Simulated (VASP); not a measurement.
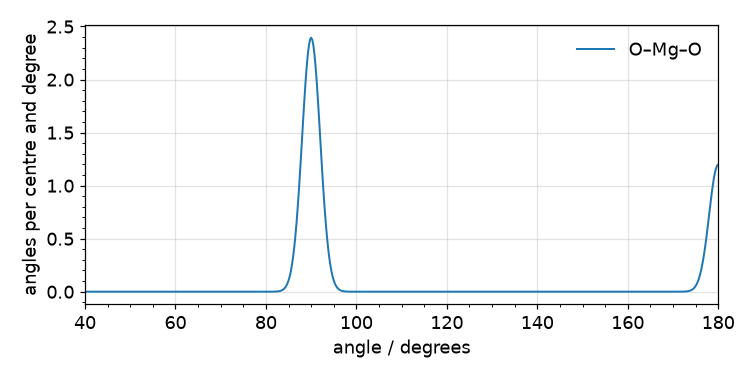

Bond-angle distributions computed from the structure of MgO; each angle is a Gaussian of σ = 2.0°. Bonds counted: Mg–O up to 2.53 Å. It is based on a cell listed in the Materials Project, as set up for an electronic-structure calculation.

Q: Where do the angles cluster?

A: O–Mg–O: 90° (12 per centre); 180° (3 per centre)

Q: What coordination geometry do the angles point to, counting the bonds named above alone?

A: Mg has 6 O neighbours in an octahedral arrangement.

The structure has space group Fm-3m (No. 225); other forms of this composition would give other results.
